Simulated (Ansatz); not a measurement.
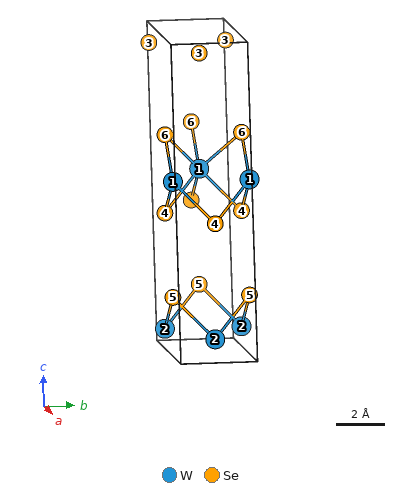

The input geometry (ball-and-stick view of the cell 2 times as large as that of the calculation, set on its symmetry axes, seen slightly off an axis; atoms are numbered from 1 in the order of the input). An atom can appear more than once, as a periodic image. Near neighbours in the periodic cell (some may lie outside the picture): W has 6 Se at 2.19 to 2.74 Å; Se has 3 W at 2.19 to 2.74 Å.

**WSe2: single-point calculation**

WSe2 (Cm, 6 atoms in the cell), computed with DFT, PBEsol, plane waves, PAW, no spin polarisation (Ansatz 0.2.0).

The structure derives from an entry of the Crystallography Open Database. Some settings of this run were made unusual or wrong on purpose. Figures and captions count atoms from 1; the log counts them from 0 in places.

**The program's output**
```
Engine: ansatz 0.2.0, x86_64-unknown-linux-gnu
Pseudopotentials: kind: paw
Pseudopotential: W, paw, valence charge 14, recommended cutoff 420 eV (normal), W.paw.azcp
Pseudopotential: Se, paw, valence charge 16, recommended cutoff 420 eV (normal), Se.paw.azcp
Functional definition: PBEsol
  exchange = pbesol_x
  correlation = pbesol_c
Crystal: 6 atoms, lattice volume = 122.514 Å³
Basis set: ecut = 420 eV, 2451 PW (Γ), exchange–correlation on 48×48×180 points (8 copies of the dense FFT grid, shifted against one another)
Bands: 56, of which v1, the nominal top of the filled ones, is band 46 counted from 1 (45 counted from 0)
Symmetry: 2 space group operations
Space group: Cm (ITA 8), of the structure as read, at distance tolerance 5.0e-5 Å
k-points: 50 of 162 (time reversal used)
Non-local potential: W, projectors of the file, l = 0: 3, l = 1: 2, l = 2: 2, l = 3: 1
Non-local potential: Se, projectors of the file, l = 0: 2, l = 1: 2, l = 2: 3, l = 3: 1
PAW form: soft (Blöchl's): semilocal exchange-correlation on the pseudo side does not see the compensation charge
PAW frozen core: W, regenerated for the run's functional, and the local potential with it (the file was generated under x = pbe(κ = 0.804, μ = 0.2195149727645171), c = pbe(β = 0.06672455060314922))
PAW frozen core: Se, regenerated for the run's functional, and the local potential with it (the file was generated under x = pbe(κ = 0.804, μ = 0.2195149727645171), c = pbe(β = 0.06672455060314922))
PAW one-centre angular grid: W, 590 points (default); XC on 64 Gauss nodes
PAW one-centre angular grid: Se, 590 points (default); XC on 64 Gauss nodes
Initial density: superposition of atomic densities (neutral atoms: chi_scale 0, normalization atom), corrected by the library's trained network
Initial wavefunctions: pseudopotential atomic-orbital guess
Functional: x = pbesol(κ = 0.804, μ = 0.12345679012345678), c = pbesol(β = 0.046)
SCF iter   1: F=—  HF=-42211.836946 eV  |F-HF|=—  |Δ(HF+E_count)|=         —  Δρ=5.95e-3  dr2=9.46e-2  ethr=1.77e-3  ⟨swp⟩=5.0  Hψ=8580  notcnv=0  defer=385
preconditioner: auto → Resta (q_TF=auto, 2.601 Å⁻¹)  ε∞=6.0  [insulator: Δε(μ)=0.086 eV  Ē_g=8.979 eV  n_scr=46 (ndim 8)  ℏωp=20.1 eV  f_vac=0.061  ε∞_Penn≈6.0]
SCF iter   2: F=—  HF=-42211.828717 eV  |F-HF|=—  |Δ(HF+E_count)|=   8.23e-3  Δρ=2.94e-3  dr2=9.05e-3  ethr=1.03e-4  ⟨swp⟩=2.0  Hψ=3507  notcnv=0  defer=390
SCF iter   3: F=—  HF=-42211.828392 eV  |F-HF|=—  |Δ(HF+E_count)|=   3.25e-4  Δρ=1.65e-3  dr2=2.64e-3  ethr=9.84e-6  ⟨swp⟩=2.0  Hψ=3375  notcnv=0  defer=400
SCF iter   4: F=—  HF=-42211.828588 eV  |F-HF|=—  |Δ(HF+E_count)|=   1.96e-4  Δρ=7.43e-4  dr2=5.88e-4  ethr=2.87e-6  ⟨swp⟩=2.5  Hψ=4614  notcnv=0  defer=377
SCF iter   5: F=—  HF=-42211.828574 eV  |F-HF|=—  |Δ(HF+E_count)|=   1.36e-5  Δρ=1.75e-4  dr2=6.48e-5  ethr=6.39e-7  ⟨swp⟩=2.1  Hψ=3812  notcnv=0  defer=212
SCF iter   6: F=—  HF=-42211.828580 eV  |F-HF|=—  |Δ(HF+E_count)|=   5.40e-6  Δρ=5.36e-5  dr2=6.96e-6  ethr=7.04e-8  ⟨swp⟩=2.1  Hψ=3425  notcnv=0  defer=117
SCF iter   7: F=—  HF=-42211.828580 eV  |F-HF|=—  |Δ(HF+E_count)|=   6.16e-7  Δρ=2.24e-5  dr2=8.85e-7  ethr=7.56e-9  ⟨swp⟩=2.0  Hψ=4588  notcnv=0  defer=117
SCF iter   8: F=-42211.828581 eV  HF=-42211.828581 eV  |F-HF|=5.02e-8  |Δ(HF+E_count)|=   6.51e-7  Δρ=6.26e-6  dr2=5.99e-8  ethr=1.09e-10  ⟨swp⟩=10.2  Hψ=14069  notcnv=0
SCF 1 converged in 8 iterations: F = -42211.828581 eV  dr2 = 5.99e-8
  greatest PAW one-centre occupation: 1.000 electrons in one spin orbital (limit 2), on the Se atom at site 2 (counted from 0), in its partial waves of l = 2
```

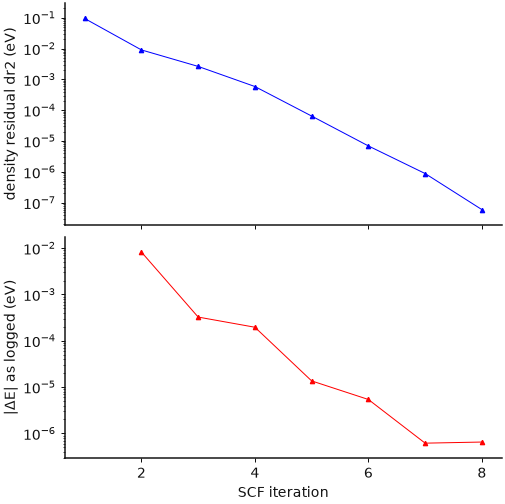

Convergence of the self-consistent field: density residual dr2 and size of the energy change against the SCF iteration. The residual falls at every step.

```
SCF converged after 8 iterations
Free energy (F): -42211.828581 eV
Harris-Foulkes:  -42211.828581 eV  (|F-HF|=5.02e-8)
Internal energy: -42211.828581 eV  (E = F + TS)
E sigma→0 (E₀):  -42211.828581 eV
Fermi energy:    13.374724 eV
--- Per-component energies (eV) ---
  E_band       = -1710.905120
  E_kinetic    = 1383.408113
  E_local      = -11783.884072  (includes V_loc(G=0)·N_el)
  E_nonlocal   = -2361.007083
  E_hartree    = 5654.874654
  E_xc         = -946.836391
  E_vxc        = -873.665947  (∫ρ·V_xc dr)
  E_paw        = -24345.026324  (= ΣΔE_a)
  E_vpaw       = 614.494974  (= ΣTr[D̂ρ^β])
  E_aug_tail   = -0.002546  (compensation charges beyond the density's cutoff)
  E_ewald      = -9817.832319
  E_core_change = 4.477386  (= ΣΔE_core)
  E_smearing   = -0.000000  (= −TS)
  E_closure    = -0.000000  (closes the sum)
  Σ components = -42211.828581   (vs F -42211.828581, Δ=0.00e0)
--- Forces (eV/Å), atoms counted from 1 ---
  atom   1  W     -0.00307736    -0.00177671    -0.00703419
  atom   2  W      3.20553273     1.85071519     3.21070586
  atom   3  Se    -3.74404752    -2.16162684    -3.48456243
  atom   4  Se    -0.00298073    -0.00172093    -0.02666708
  atom   5  Se     0.55365391     0.31965223     0.28313733
  atom   6  Se    -0.00907798    -0.00524117     0.02444979
  max |Σ_I F_I| component: 2.93e-5 eV/Å
--- Stress (GPa, compression-positive) ---
        4.640137       3.907954       9.491913
        3.907954       0.127620       5.480159
        9.491913       5.480158       8.009439
  P = ⅓ Tr σ = 4.2591 GPa (42.591 kbar)
--- Band table (eV; the first three rows and the last of 50) ---
  k-point 0: bands = ["-61.4973", "-61.4291", "-35.4058", "-35.4031", "-35.3500", "-35.3260", "-35.3215", "-35.1838", "-35.1823", "-35.1812", "-35.1811", "-35.1797", "-35.1797", "-35.1656", "-35.1597", "-35.1535", "-35.1534", "-35.1518", "-35.1508", "-35.1508", "-35.1419", "-35.1384", "-25.8696", "-25.8000", "-25.6597", "-25.6439", "-25.6432", "-25.5282", "-2.6724", "-2.4641", "-1.4711", "-1.1263", "5.5568", "6.4881", "8.7222", "9.6199", "9.7614", "10.0399", "10.0400", "11.0291", "11.2002", "11.2002", "11.3826", "11.9494", "11.9795", "12.6610", "14.0049", "14.2131", "15.4183", "15.4201", "15.6045", "15.6059", "16.1355", "16.1539", "17.4264", "18.8184"]
  k-point 1: bands = ["-61.4973", "-61.4291", "-35.4058", "-35.4031", "-35.3500", "-35.3260", "-35.3215", "-35.1838", "-35.1823", "-35.1812", "-35.1811", "-35.1797", "-35.1797", "-35.1656", "-35.1597", "-35.1535", "-35.1534", "-35.1518", "-35.1508", "-35.1508", "-35.1419", "-35.1384", "-25.8696", "-25.8000", "-25.6597", "-25.6439", "-25.6432", "-25.5282", "-2.6118", "-2.5476", "-1.3334", "-1.2445", "5.9487", "5.9549", "9.0564", "9.7613", "9.8982", "10.0399", "10.0401", "10.2471", "11.1997", "11.1998", "11.4259", "11.9802", "12.3246", "12.5479", "14.0118", "14.2141", "15.4219", "15.4228", "15.5909", "15.5954", "16.1531", "16.1638", "17.5316", "18.7568"]
  k-point 2: bands = ["-61.4960", "-61.4277", "-35.4057", "-35.4028", "-35.3500", "-35.3258", "-35.3216", "-35.1837", "-35.1818", "-35.1811", "-35.1806", "-35.1798", "-35.1792", "-35.1657", "-35.1598", "-35.1536", "-35.1535", "-35.1516", "-35.1511", "-35.1509", "-35.1416", "-35.1381", "-25.8723", "-25.7939", "-25.6736", "-25.6649", "-25.6503", "-25.5509", "-2.4818", "-2.2771", "-1.3656", "-1.0403", "5.8082", "6.7205", "8.4431", "9.4849", "9.4939", "9.6308", "10.2244", "10.5531", "10.8909", "10.9903", "11.2766", "11.6453", "11.9496", "12.5388", "13.6626", "14.3986", "15.0329", "15.1027", "15.3660", "15.6038", "15.7302", "16.2784", "18.3080", "19.5705"]
  k-point 49: bands = ["-61.4857", "-61.4171", "-35.4033", "-35.4022", "-35.3507", "-35.3241", "-35.3212", "-35.1825", "-35.1811", "-35.1804", "-35.1793", "-35.1766", "-35.1753", "-35.1653", "-35.1613", "-35.1552", "-35.1543", "-35.1526", "-35.1515", "-35.1490", "-35.1396", "-35.1359", "-26.0286", "-25.8844", "-25.7456", "-25.7209", "-25.6916", "-25.6066", "-0.6464", "-0.3954", "-0.2031", "-0.1474", "5.6789", "6.0940", "7.0551", "7.4973", "8.1016", "8.4147", "9.1655", "9.2640", "9.4607", "10.0105", "10.2888", "10.3375", "11.7645", "11.9387", "14.6011", "14.8393", "14.9678", "15.3627", "16.0214", "16.1627", "16.3996", "16.9973", "17.2620", "18.3432"]
```

This output came from the following input.

**Input file**
```yaml
crystal:
  lattice:
    - [-3.2711504052, 0.0, 0.0]
    - [-1.6355752026, -2.8328993505, 0.0]
    - [-2.0446325608, -1.1804691594, 13.2206689562]
  atoms:
    - { symbol: W, position: [0.0986062233, 0.0986062233, 0.5633] }
    - { symbol: W, position: [0.6402895567, 0.6402895567, 0.0633] }
    - { symbol: Se, position: [-0.0569837983, -0.0569837983, 0.9366861811] }
    - { symbol: Se, position: [0.484699535, 0.484699535, 0.4366861811] }
    - { symbol: Se, position: [0.254196245, 0.254196245, 0.1899138189] }
    - { symbol: Se, position: [0.3791795783, 0.3791795783, 0.6899138189] }
basis:
  ecutwfc: 420
kpoints:
  mp_grid: { grid: [9, 9, 2] }
hamiltonian:
  xc: pbesol
scf:
  occupations: { method: fixed }
  max_iter: 50
output:
  forces: true
  eigenvalues: true
  stress: true
```

Run as:
```bash
ansatz run input.yaml --threads 2 --pin off --max-ram 5120MiB --backend cpu --events-out ev --progress --plain --runs-dir out
```

**Outcome**

- outcome: converged
- space group (tolerance 0.01 Å): Cm (8)
- electrons treated: 92
- free energy: −42211.8286 eV
- Fermi energy: 13.375 eV
- gap on the k-point mesh: none (metallic)
- pressure: 4.26 GPa
- largest force (length of the vector): 5.553 eV/Å
- hardware: 2 threads of AMD EPYC (Zen 3), 64 GiB of memory available, shared host
- wall time: 20 s (CPU time 39 s)
- peak memory: 0.58 GiB

**Remarks**

This input holds a deliberate fault: fixed occupations whatever the gap (`scf.occupations`). It did no harm here: the run converged to the energy of the sound run within 1 meV per atom. Warnings of the run: filled and empty bands overlap.
